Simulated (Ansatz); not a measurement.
**What a change does: single-point calculation on ZnSe**

System: ZnSe (F-43m, 2 atoms in the cell).
Method of the first run: DFT PBE, scalar-relativistic, plane waves, PAW, no spin polarisation (Ansatz 0.2.0).

The structure derives from an entry of the Crystallography Open Database. Text and figures count atoms from 1; the logs count them from 0 in places.

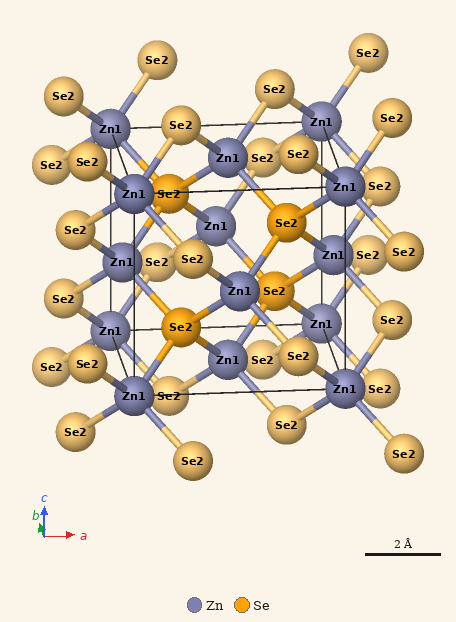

Figure 1. The structure (ball-and-stick view of the cell 4 times as large as that of the calculation, set on its symmetry axes, seen at an oblique angle; neighbours outside the cell are drawn fainter; atoms are numbered from 1 in the order of the input). An atom can appear more than once, as a periodic image.

Input, the first run:
```yaml
crystal:
  lattice:
    - [0.0, 2.8337995388, 2.8337995388]
    - [2.8337995388, 0.0, 2.8337995388]
    - [2.8337995388, 2.8337995388, 0.0]
  atoms:
    - { symbol: Zn, position: [0.0, 0.0, 0.0] }
    - { symbol: Se, position: [0.75, 0.75, 0.75] }
basis:
  ecutwfc: 420
  ecutrho_ratio: 4
kpoints:
  mp_grid: { grid: [8, 8, 8] }
hamiltonian:
  xc: pbe
scf:
  occupations: { method: gaussian, width: 0.05 }
output:
  forces: true
  stress: true
  eigenvalues: true
```

Command:
```bash
ansatz run input.yaml --threads 4 --pin off --max-ram 8192MiB --backend cpu --events-out ev --progress --plain --runs-dir out
```

Hardware: 4 threads of Arm Neoverse V2, 24 GiB of memory available, shared host.

Output, shortened to warnings, some set-up lines, iterations and results (the first run):
```
Basis set: ecut = 420 eV, 893 PW (Γ), exchange–correlation on 54×54×54 points (8 copies of the dense FFT grid, shifted against one another)
Symmetry: 24 space group operations
k-points: 29 of 512 (time reversal used)
Initial density: superposition of atomic densities (neutral atoms: chi_scale 0, normalization atom), corrected by the library's trained network
[...]
SCF iter   1: F=—  HF=-8789.526415 eV  |F-HF|=—  |Δ(HF+E_count)|=         —  Δρ=7.92e-4  dr2=4.18e-4  ethr=1.77e-3  ⟨swp⟩=5.7  Hψ=2636  notcnv=0
SCF iter   2: F=—  HF=-8789.526239 eV  |F-HF|=—  |Δ(HF+E_count)|=   1.76e-4  Δρ=3.62e-4  dr2=3.22e-5  ethr=1.49e-6  ⟨swp⟩=2.1  Hψ=1145  notcnv=0
SCF iter   3: F=—  HF=-8789.526259 eV  |F-HF|=—  |Δ(HF+E_count)|=   2.03e-5  Δρ=1.72e-4  dr2=7.23e-6  ethr=1.15e-7  ⟨swp⟩=2.0  Hψ=827  notcnv=0
SCF iter   4: F=—  HF=-8789.526260 eV  |F-HF|=—  |Δ(HF+E_count)|=   8.98e-8  Δρ=7.75e-5  dr2=1.04e-6  ethr=2.58e-8  ⟨swp⟩=2.0  Hψ=754  notcnv=0
SCF iter   5: F=—  HF=-8789.526263 eV  |F-HF|=—  |Δ(HF+E_count)|=   3.61e-6  Δρ=1.77e-5  dr2=2.18e-7  ethr=3.73e-9  ⟨swp⟩=2.0  Hψ=928  notcnv=0
SCF iter   6: F=-8789.526263 eV  HF=-8789.526263 eV  |F-HF|=5.29e-9  |Δ(HF+E_count)|=   6.57e-9  Δρ=4.31e-6  dr2=7.46e-9  ethr=3.57e-10  ⟨swp⟩=5.7  Hψ=2448  notcnv=0
SCF 1 converged in 6 iterations: F = -8789.526263 eV  dr2 = 7.46e-9
SCF converged after 6 iterations
Free energy (F): -8789.526263 eV
Harris-Foulkes:  -8789.526263 eV  (|F-HF|=5.29e-9)
Internal energy: -8789.526263 eV  (E = F + TS)
E sigma→0 (E₀):  -8789.526263 eV
Fermi energy:    7.423609 eV
--- Per-component energies (eV) ---
  E_band       = -381.436426
  E_kinetic    = 250.143428
  E_local      = -4390.917703  (includes V_loc(G=0)·N_el)
  E_nonlocal   = 18.352599
  E_hartree    = 2034.686225
  E_xc         = -241.517746
  E_vxc        = -150.310810  (∫ρ·V_xc dr)
  E_paw        = -3739.328889  (= ΣΔE_a)
  E_vpaw       = -178.076073  (= ΣTr[D̂ρ^β])
  E_aug_tail   = -0.000889  (compensation charges beyond the density's cutoff)
  E_ewald      = -2720.943288
  E_smearing   = -0.000000  (= −TS)
  E_closure    = -0.000000  (closes the sum)
  Σ components = -8789.526263   (vs F -8789.526263, Δ=0.00e0)
--- Forces (eV/Å), atoms counted from 1 ---
  atom   1  Zn    -0.00000000     0.00000000     0.00000000
  atom   2  Se     0.00000000    -0.00000000     0.00000000
  max |Σ_I F_I| component: 1.85e-16 eV/Å
--- Stress (GPa, compression-positive) ---
        2.104015       0.000000      -0.000000
        0.000000       2.104015       0.000000
       -0.000000       0.000000       2.104015
  P = ⅓ Tr σ = 2.1040 GPa (21.040 kbar)
```

The second run used a changed input.

The two runs side by side:

| quantity | the first run | the second run |
| --- | --- | --- |
| outcome | converged | converged |
| free energy per atom (eV) | −4394.7631 | −4395.0855 |
| gap on the mesh (eV) | 1.29 | 1.29 |
| pressure (GPa) | 2.10 | −0.42 |
| largest force (eV/Å) | 0.000 | 0.000 |
| SCF iterations | 6 | 6 |
| irreducible k-points | 29 | 29 |
| plane waves at Γ | 893 | 893 |
| wall time (shared host) | 0.65 s | 0.64 s |

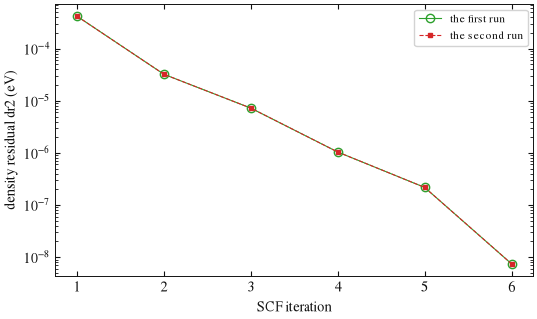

Figure 2. Convergence of the two runs: density residual dr2 against the SCF iteration. The first run takes 6 iterations in all, and the second run takes 6.

What was changed in the input?

The change (lines with − go, lines with + come):
```diff
+  dispersion: d3bj
```

The total energies belong to different models, so their difference says nothing on which is more stable or more accurate. The pressure goes from 2.10 to −0.42 GPa. The dispersion correction adds attraction between all atoms, which pulls the cell inwards and lowers the pressure. The number of SCF iterations is the same.

Output, shortened to warnings, some set-up lines, iterations and results (the second run):
```
Basis set: ecut = 420 eV, 893 PW (Γ), exchange–correlation on 54×54×54 points (8 copies of the dense FFT grid, shifted against one another)
Symmetry: 24 space group operations
k-points: 29 of 512 (time reversal used)
Initial density: superposition of atomic densities (neutral atoms: chi_scale 0, normalization atom), corrected by the library's trained network
[...]
SCF iter   1: F=—  HF=-8790.171111 eV  |F-HF|=—  |Δ(HF+E_count)|=         —  Δρ=7.92e-4  dr2=4.18e-4  ethr=1.77e-3  ⟨swp⟩=5.7  Hψ=2636  notcnv=0
SCF iter   2: F=—  HF=-8790.170935 eV  |F-HF|=—  |Δ(HF+E_count)|=   1.76e-4  Δρ=3.62e-4  dr2=3.22e-5  ethr=1.49e-6  ⟨swp⟩=2.1  Hψ=1145  notcnv=0
SCF iter   3: F=—  HF=-8790.170956 eV  |F-HF|=—  |Δ(HF+E_count)|=   2.03e-5  Δρ=1.72e-4  dr2=7.23e-6  ethr=1.15e-7  ⟨swp⟩=2.0  Hψ=827  notcnv=0
SCF iter   4: F=—  HF=-8790.170956 eV  |F-HF|=—  |Δ(HF+E_count)|=   8.98e-8  Δρ=7.75e-5  dr2=1.04e-6  ethr=2.58e-8  ⟨swp⟩=2.0  Hψ=754  notcnv=0
SCF iter   5: F=—  HF=-8790.170959 eV  |F-HF|=—  |Δ(HF+E_count)|=   3.61e-6  Δρ=1.77e-5  dr2=2.18e-7  ethr=3.73e-9  ⟨swp⟩=2.0  Hψ=928  notcnv=0
SCF iter   6: F=-8790.170959 eV  HF=-8790.170959 eV  |F-HF|=5.29e-9  |Δ(HF+E_count)|=   6.57e-9  Δρ=4.31e-6  dr2=7.46e-9  ethr=3.57e-10  ⟨swp⟩=5.7  Hψ=2448  notcnv=0
SCF 1 converged in 6 iterations: F = -8790.170959 eV  dr2 = 7.46e-9
SCF converged after 6 iterations
Free energy (F): -8790.170959 eV
Harris-Foulkes:  -8790.170959 eV  (|F-HF|=5.29e-9)
Internal energy: -8790.170959 eV  (E = F + TS)
E sigma→0 (E₀):  -8790.170959 eV
Fermi energy:    7.423609 eV
--- Per-component energies (eV) ---
  E_band       = -381.436426
  E_kinetic    = 250.143428
  E_local      = -4390.917703  (includes V_loc(G=0)·N_el)
  E_nonlocal   = 18.352599
  E_hartree    = 2034.686225
  E_xc         = -241.517746
  E_vxc        = -150.310810  (∫ρ·V_xc dr)
  E_paw        = -3739.328889  (= ΣΔE_a)
  E_vpaw       = -178.076073  (= ΣTr[D̂ρ^β])
  E_aug_tail   = -0.000889  (compensation charges beyond the density's cutoff)
  E_ewald      = -2720.943288
  E_disp       = -0.644696  (pairwise vdW)
  E_smearing   = -0.000000  (= −TS)
  E_closure    = -0.000000  (closes the sum)
  Σ components = -8790.170959   (vs F -8790.170959, Δ=0.00e0)
--- Forces (eV/Å), atoms counted from 1 ---
  atom   1  Zn    -0.00000000     0.00000000     0.00000000
  atom   2  Se     0.00000000    -0.00000000    -0.00000000
  max |Σ_I F_I| component: 1.90e-16 eV/Å
--- Stress (GPa, compression-positive) ---
       -0.417423       0.000000      -0.000000
       -0.000000      -0.417423       0.000000
       -0.000000       0.000000      -0.417423
  P = ⅓ Tr σ = -0.4174 GPa (-4.174 kbar)
```
